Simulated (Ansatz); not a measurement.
# Single-point calculation of Sn24O47H (charge −1) (part 2 of 2)

Continued. System: Sn24O47H (defect cell, 72 atoms in the cell, total charge −1). Method: DFT, HSE06, PAW, plane waves (Ansatz 0.2.0); cutoff 420 eV, 1×1×1 k-mesh, Fermi–Dirac smearing of 0.01 eV. 

```
hybrid outer 2: dexx = +1.224e-5 eV, tail = 3.32e-7 eV, Δε = 3.90e-3 eV (about 9.99e-5 eV left of the loop's levels), ΔF = 7.07e-3 eV/Å (tail 8.91e-4)
WARN: the filled states extend beyond the cell (their overlap across the Brillouin zone is 0.021, against 0 in a metal and nearly 1 for localised states). With one k-point a hybrid's gap, moments and forces can then be wrong. Use a denser k-mesh, or a larger cell for a defect
NSCF: frozen V_eff on 1 k-points
hybrid SCF converged: 2 outer / 12 inner (+7 warm-up), last move |dexx| = 1.22e-5 eV, tail = 3.32e-7 eV
Stability not checked: this state was not tested for a lower state beside it, because the functional holds exact exchange (a hybrid, or Hartree-Fock), whose exchange loop this test does not read (fock_operator; see scf.lower_state_search)
Free energy (F): -171341.279155 eV
Harris-Foulkes:  -171341.279155 eV  (|F-HF|=4.02e-9)
Internal energy: -171341.279155 eV  (E = F + TS)
E sigma→0 (E₀):  -171341.279155 eV
Fermi energy:    11.996733 eV
--- Per-component energies (eV) ---
  E_band       = -2825.915016
  E_kinetic    = 12875.218509
  E_local      = -34836.044974  (includes V_loc(G=0)·N_el)
  E_nonlocal   = 1491.378076
  E_hartree    = 18142.895235
  E_xc         = -9951.243970
  E_vxc        = -5329.243066  (∫ρ·V_xc dr)
  E_exx        = -1807.844165  (= α·E_x^exact, valence–valence)
  E_paw        = -107952.290084  (= ΣΔE_a)
  E_vpaw       = -9697.428161  (= ΣTr[D̂ρ^β])
  E_aug_tail   = 0.114346  (compensation charges beyond the density's cutoff)
  E_ewald      = -49308.422025
  E_core_change = 4.959937  (= ΣΔE_core)
  E_smearing   = -0.000000  (= −TS)
  E_closure    = -0.000040  (closes the sum)
  E_deformation_potential = -17.410640  (in the stress; not in F)
  Σ components = -171341.279155   (vs F -171341.279155, Δ=0.00e0)
--- Forces (eV/Å), atoms counted from 1 ---
  atom   1  Sn     0.01443692    -0.00539891     0.00835333
  atom   2  Sn     0.00300017     0.00861432    -0.03338583
  atom   3  Sn     0.00527938     0.01406880     0.02581798
  atom   4  Sn    -0.01051940    -0.01730346     0.00274679
  atom   5  Sn     0.01347777     0.00346576    -0.01742391
  atom   6  Sn     0.01056908    -0.00022289     0.01428868
  atom   7  Sn    -0.00552298     0.02918830     0.01544119
  atom   8  Sn    -0.02392378     0.01118881    -0.02738635
  atom   9  Sn    -0.01273081     0.01287952     0.01000450
  atom  10  Sn     0.00470506    -0.02107233     0.01272632
  atom  11  Sn    -0.08698136     0.07449984    -0.17103043
  atom  12  Sn    -0.09875888     0.07188632     0.16275279
  atom  13  Sn    -0.02155917    -0.04860766    -0.01729886
  atom  14  Sn     0.00015298    -0.04789009    -0.00839954
  atom  15  Sn    -0.02296024    -0.03742855     0.02497436
  atom  16  Sn     0.00128830     0.02696653    -0.00318019
  atom  17  Sn    -0.01475981     0.03704987    -0.01189115
  atom  18  Sn     0.00014029     0.02444149     0.01487399
  atom  19  Sn    -0.00694935    -0.01252049    -0.03576700
  atom  20  Sn     0.15527499    -0.17112006    -0.00553839
  atom  21  Sn    -0.00625558    -0.01683072     0.04477692
  atom  22  Sn     0.02181216     0.03682173    -0.01358343
  atom  23  Sn     0.01463154     0.02559929    -0.01810122
  atom  24  Sn     0.02274563     0.04294333     0.03378837
  atom  25  O      0.02240126     0.02914337    -0.01066280
  atom  26  O      0.02392678     0.02046840     0.02001540
  atom  27  O      0.04065744     0.02735574    -0.02600827
  atom  28  O      0.01822502     0.01811770    -0.00364213
  atom  29  O      0.00788450     0.02165090     0.00429491
  atom  30  O      0.00884960     0.01517398    -0.01310720
  atom  31  O      0.03220033     0.02381172    -0.02429339
  atom  32  O      0.09233945     0.05489416     0.06326735
  atom  33  O      0.06978847     0.05905765    -0.05753563
  atom  34  O      0.00613684    -0.00461356    -0.01197199
  atom  35  O     -0.02382139    -0.03381210     0.00925606
  atom  36  O     -0.03464008    -0.02553998    -0.02149023
  atom  37  O     -0.00273592    -0.01127839    -0.00965739
  atom  38  O     -0.00435496     0.05272188     0.03027589
  atom  39  O      0.01888027     0.02943988    -0.00250701
  atom  40  O     -0.02238512    -0.03662658     0.00144620
  atom  41  O     -0.02244734    -0.02131113     0.01751186
  atom  42  O     -0.03107809    -0.02387967    -0.00548588
  atom  43  O     -0.02223079    -0.01678587    -0.01212799
  atom  44  O     -0.03342036    -0.06075994     0.07935092
  atom  45  O     -0.03293854    -0.07435227    -0.05587769
  atom  46  O     -0.02619637    -0.03325328    -0.00024720
  atom  47  O     -0.02008917    -0.03113901     0.02637356
  atom  48  O     -0.02165505    -0.02504969    -0.00864619
  atom  49  O     -0.01296819     0.02674905     0.00681015
  atom  50  O     -0.01202343     0.03527421    -0.00026934
  atom  51  O     -0.01927244     0.04588086    -0.00349991
  atom  52  O     -0.00185075     0.00642202     0.02579597
  atom  53  O     -0.02256354     0.00432250     0.00463023
  atom  54  O     -0.00790053     0.00697211    -0.02870141
  atom  55  O     -0.04427794     0.03936603     0.03573948
  atom  56  O     -0.03081052     0.04425581    -0.03914974
  atom  57  O     -0.01526657    -0.00113001     0.00180492
  atom  58  O     -0.02408527    -0.00154487     0.00862457
  atom  59  O     -0.02873121     0.00628130    -0.01149698
  atom  60  O      0.01363451    -0.01728754     0.00741046
  atom  61  O      0.03243634    -0.02412251     0.00902904
  atom  62  O      0.01560659    -0.02668082    -0.01144852
  atom  63  O      0.01782435    -0.01832531     0.03121814
  atom  64  O      0.09843023    -0.09063618     0.00206909
  atom  65  O      0.01982035    -0.03406704    -0.03034309
  atom  66  O      0.00687151    -0.00879356     0.00442606
  atom  67  O     -0.03093907     0.03287023    -0.00248691
  atom  68  O      0.00929967    -0.01278277    -0.00678715
  atom  69  O      0.00966521    -0.00458554     0.00774168
  atom  70  O      0.01291950    -0.03864101     0.00690294
  atom  71  O      0.01718804     0.00176171    -0.01500882
  atom  72  H     -0.00298881     0.03389628     0.00093933
  max |Σ_I F_I| component: 1.08e-4 eV/Å
--- Charged-cell corrections in eV (Makov–Payne, q = -1.000 e, ε = 12.000) ---
  F (periodic)     = -171341.279155  (uncorrected; the corrections below are reported, never added to it)
  E_corr1          = +0.177863  (monopole, q²α_M/2εL)
  F Makov-Payne    = -171341.101292  (F + E_corr1; no measured alignment; for a localised charge, not one spread in a band: unchecked)
--- Band table (eV) ---
  k-point 0: bands = ["-14.6510", "-14.5725", "-14.5691", "-14.4984", "-14.4763", "-14.4489", "-14.4024", "-14.3805", "-14.3621", "-14.3583", ... 172 levels left out ..., "1.3768", "1.5063", "1.7018", "1.8748", "2.0194", "2.1222", "2.1861", "2.4665", "2.5596", "2.8346", "2.9555", "2.9648", "3.0062", "3.0212", "3.0416", "3.0810", "3.1726", "3.2149", "3.2766", "3.3138", "3.3619", "3.4882", "3.5959", "3.6322", "3.6864", "3.7497", "3.8010", "3.8827", "3.8996",
      "3.9245", "3.9468", "4.0429", "4.0586", "4.1169", "4.1682", "4.2113", "4.3033", "4.3113", "4.4458", "4.4966", "4.5038", "4.5552", "4.5936", "4.6124", "4.6947", "4.7483", "4.7676", "4.7763", "4.8041", "4.8480", "4.9349", "4.9650", "5.0662", "5.1966", "5.2736", "5.3031", "5.3338", "5.3656", "5.4626", "5.4710", "5.5090", "5.5762", "5.6445", "5.7516", "5.7868", "5.8767", "5.8892", "5.9449", "5.9951",
      "6.0465", "6.0838", "6.1146", "6.1430", "6.1643", "6.1840", "6.2201", "6.2524", "6.2772", "6.3062", "6.3336", "6.3893", "6.4245", "6.4955", "6.5374", "6.5544", "6.5725", "6.5791", "6.6000", "6.6146", "6.6287", "6.6374", "6.6527", "6.6814", "6.6922", "6.7024", "6.7413", "6.7527", "6.7859", "6.7992", "6.8260", "6.8375", "6.8430", "6.8519", "6.8643", "6.8820", "6.8983", "6.9216", "6.9270", "6.9570",
      "6.9709", "6.9882", "6.9972", "7.0170", "7.0699", "7.0927", "7.0964", "7.1302", "7.1606", "7.1688", "7.2025", "7.2331", "7.2629", "7.2848", "7.3119", "7.3286", "7.3368", "7.6386", "11.4877", "12.5058", "12.7587", "13.4372", "13.6543", "13.7813", "14.0429", "14.4933", "14.5438", "14.6094", "14.7546", "14.7715", "14.9019", "15.0083", "15.1522", "15.2684", "15.3836", "15.5062", "15.6810", "15.7881", "15.8694", "16.0792",
      "16.1729", "16.4018", "16.4285", "16.5069", "16.5769", "16.8225", "16.8889", "16.9732", "17.1156", "17.1873", "17.5650", "17.7563", "17.8587", "17.9195", "18.0188", "18.1073", "18.3182", "18.3455", "18.3987", "18.4154", "18.4354", "18.5017", "18.5511", "18.5997", "18.6449", "18.7193", "18.8196", "18.9291", "19.3263", "19.3644", "19.4124", "19.5874", "19.7628", "19.8465", "20.0773", "20.1459", "20.1775", "20.2637", "20.3599", "20.3711",
      "20.4063", "20.5483", "20.5630", "20.6330", "20.7015", "20.7699", "20.7820", "20.8936", "20.9254", "21.0111", "21.0414"]
--- Löwdin populations: 72 sites ---
  site symbol       q [e]
     0     Sn     12.2112
     1     Sn     12.2065
     2     Sn     12.2064
     3     Sn     12.2121
     4     Sn     12.2059
     5     Sn     12.2073
     6     Sn     12.2119
     7     Sn     12.2066
     8     Sn     12.2057
     9     Sn     12.2051
    10     Sn     12.2713
    11     Sn     12.2728
    12     Sn     12.2169
    13     Sn     12.2102
    14     Sn     12.2088
    15     Sn     12.2075
    16     Sn     12.2001
    17     Sn     12.2075
    18     Sn     12.2107
    19     Sn     12.2529
    20     Sn     12.2114
    21     Sn     12.2090
    22     Sn     12.2100
    23     Sn     12.2171
    24      O      6.8577
    25      O      6.8576
    26      O      6.8576
    27      O      6.8574
    28      O      6.8588
    29      O      6.8584
    30      O      6.8558
    31      O      6.8502
    32      O      6.8517
    33      O      6.8559
    34      O      6.8583
    35      O      6.8546
    36      O      6.8560
    37      O      6.8544
    38      O      6.8585
    39      O      6.8575
    40      O      6.8585
    41      O      6.8588
    42      O      6.8559
    43      O      6.8518
    44      O      6.8504
    45      O      6.8576
    46      O      6.8575
    47      O      6.8575
    48      O      6.8537
    49      O      6.8576
    50      O      6.8541
    51      O      6.8547
    52      O      6.8572
    53      O      6.8548
    54      O      6.8479
    55      O      6.8479
    56      O      6.8541
    57      O      6.8578
    58      O      6.8537
    59      O      6.8542
    60      O      6.8580
    61      O      6.8553
    62      O      6.8545
    63      O      6.8468
    64      O      6.8546
    65      O      6.8547
    66      O      6.8603
    67      O      6.8546
    68      O      6.8552
    69      O      6.8579
    70      O      6.8541
    71      H      1.2887
  spilling = 0.005361 (of n_electrons = 620.000000)
```

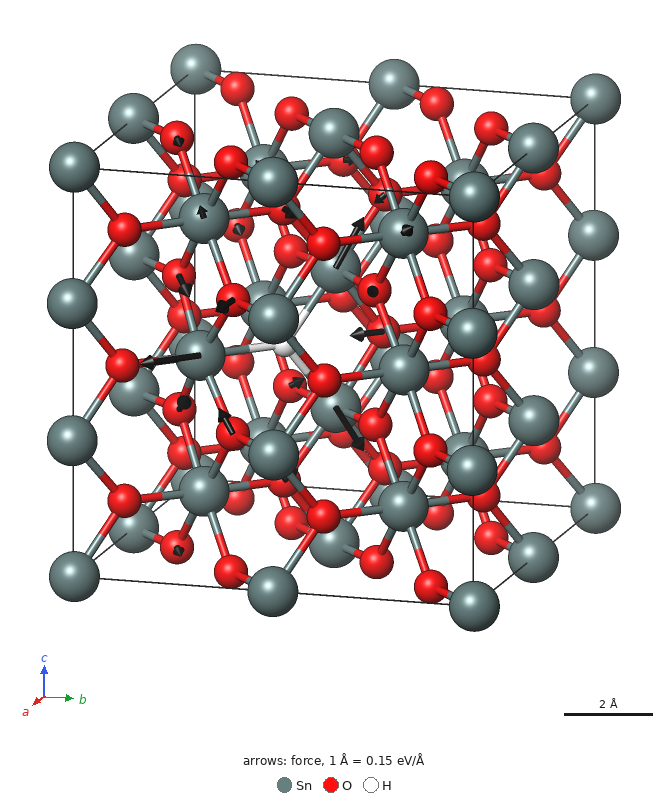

*Forces on the atoms as black arrows (ball-and-stick view of the cell of the calculation, seen slightly off an axis); the smallest are left out.*

The largest act on Sn20 (0.23 eV/Å); Sn11 (0.21 eV/Å); Sn12 (0.20 eV/Å); O64 (0.13 eV/Å), among others. Atoms are counted from 1 in the order of the input and aren't labelled in the picture. 

**Summary**

- outcome: converged
- electrons treated: 620
- free energy: −171341.2792 eV
- Fermi energy: 11.997 eV
- largest force (length of the vector): 0.231 eV/Å
- wall time: 8.3 min (CPU time 65 min)
- peak memory: 6.2 GiB

**Remarks**

The program warns: the gap may close elsewhere in the zone. The k-point mesh is coarse for a cell of this size, so the results may not be converged.
